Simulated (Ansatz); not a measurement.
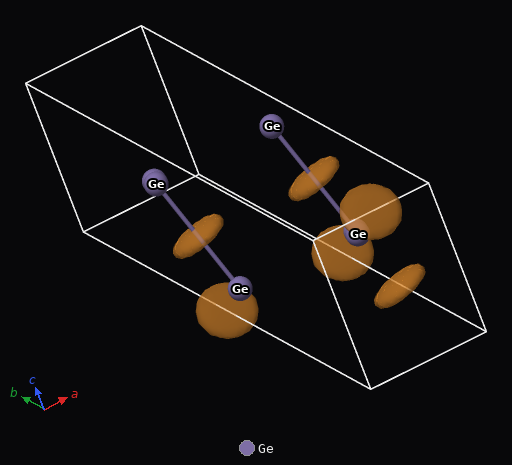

The picture shows: Ge. Isosurface of the electron localisation function at 0.6 (orange), seen at an oblique angle. Only the valence region is drawn (cores and ρ < 0.01 e/Å³ removed). Sticks mark near contacts.

Space group C2/c; a structure from a database of computed crystals, not necessarily the ambient phase; changed on purpose from its base cell (atom 1 (Ge) moved by (-0.300, -0.300) A along x and y); not relaxed (largest force 1.9 eV/Å); computed pressure about 6 GPa in this cell.

Computed with DFT PBEsol, scalar-relativistic, plane waves, PAW (Ansatz 0.2.0).

In a PAW calculation such maps are meaningful between the atoms, not at the nuclei.

Input

```
crystal:
  lattice:
    - [-2.574489719, 2.574489719, 1.3974126432]
    - [2.574489719, -2.574489719, 1.3974126432]
    - [2.574489719, 2.574489719, -1.3974126432]
  atoms:
    - { symbol: Ge, position: [0.1917360268, 0.6917360268, 0.3834720536] }
    - { symbol: Ge, position: [0.5, 0.5, 0.0] }
basis:
  ecutwfc: 420
kpoints:
  mp_grid: { grid: [20, 20, 20] }
hamiltonian:
  xc: pbesol
scf:
  occupations: { method: gaussian, width: 0.15 }
output:
  forces: true
  stress: true
  eigenvalues: true
  write_density: true
  write_potential: true
  elf: true
  volumetric_format: npy
```

Command:

```sh
ansatz run input.yaml --threads 1 --pin off --max-ram 2560MiB --backend cpu --events-out ev --progress --plain --runs-dir out
```

Below, planes, directions and counts refer to the conventional cell (a = 2.79 Å, b = 7.28 Å, c = 3.90 Å, α = 90.00°, β = 111.00°, γ = 90.00°).

> Describe the localisation domains.

The ELF exceeds this value in four regions between bonded Ge–Ge atoms, counted in one cell of 4 atoms. Regions shared between cells count once. Along the contacts the grid gives the following. Ge–Ge (2.40 Å): the ELF peaks at about 0.65 between the atoms.
